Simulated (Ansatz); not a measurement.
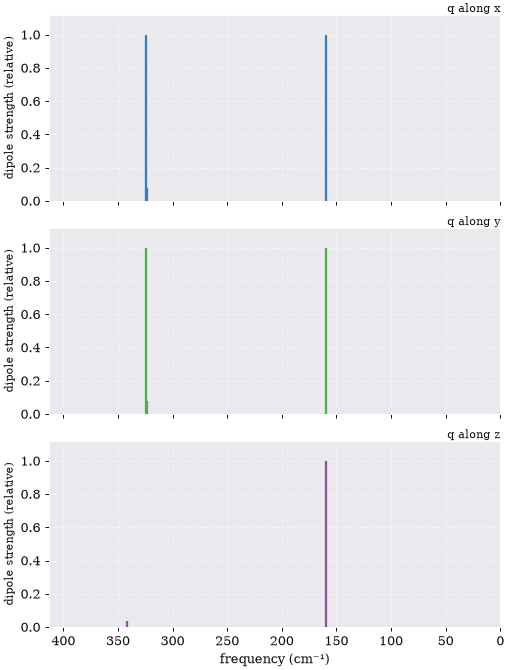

The picture above shows the polar optical modes, transverse and longitudinal, for each direction of approach to the zone centre for ZrS₂, space group P-3m1 (No. 164). Each panel is scaled to its strongest line.

Starting cell:
```cif
data_structure
_symmetry_space_group_name_H-M 'P 1'
_symmetry_Int_Tables_number 1
_cell_length_a 3.6274
_cell_length_b 3.6274
_cell_length_c 5.8875
_cell_angle_alpha 90.000
_cell_angle_beta 90.000
_cell_angle_gamma 120.000
_cell_volume 67.09
loop_
_atom_site_label
_atom_site_type_symbol
_atom_site_fract_x
_atom_site_fract_y
_atom_site_fract_z
_atom_site_occupancy
Zr1 Zr 0.00000 0.00000 0.00000 1
S1 S 0.33333 0.66667 0.24681 1
S2 S 0.66667 0.33333 0.75319 1
```

Method: optical phonons of an insulator on the approach to the zone centre along x, y and z with the field of polar modes, imaginary frequencies are negative, field response on a mesh refined by the program; plane waves with PAW datasets (Ansatz 0.2.0). Level: PBEsol, no spin polarisation.

- wave cutoff: 420 eV
- k mesh: 12×12×6
- occupations: fixed
- pressure: 0 GPa

> Where do the polar lines stronger than 2 % of the strongest lie for each direction?

Along x the polar lines lie at 159.2, 323.2, 324.4 cm⁻¹; along y the polar lines lie at 159.2, 323.2, 324.4 cm⁻¹; along z the polar lines lie at 159.2, 341.9 cm⁻¹.
